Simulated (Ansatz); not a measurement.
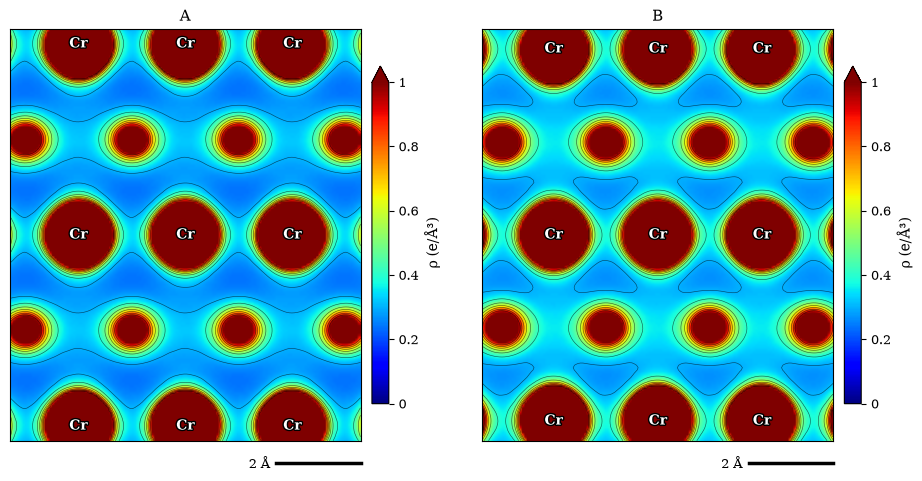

Cr. The valence pseudo-density of two cells that differ in size, on the (010) plane of each (indices in the axes of the calculation cell), at one length scale and on one colour scale: A has 12.6 Å³ an atom and B 11.6.

The calculation used DFT, revPBE, plane waves (420 eV) with PAW, scalar-relativistic in Ansatz.

Core electrons are frozen (PAW), and the valence fields are smoothed inside the atomic spheres.

The larger cell:

```yaml
crystal:
  lattice:
    - [2.53496, 0.00000, 0.00000]
    - [-1.26748, 2.19534, 0.00000]
    - [0.00000, 0.00000, 4.52770]
  atoms:
    - { symbol: Cr, position: [0.33333, 0.66667, 0.25000] }
    - { symbol: Cr, position: [0.66667, 0.33333, 0.75000] }
```

The smaller cell: a = 2.468 Å, b = 2.468 Å, c = 4.408 Å, α = 90.00°, β = 90.00°, γ = 120.00°.

Question: What changes from the larger cell to the smaller?

Answer: From the larger cell to the smaller, Cr–Cr goes from 2.53 to 2.47 Å, and the density at its midpoint from 0.34 to 0.38 e/Å³; the pressure goes from −8 to 10 GPa.
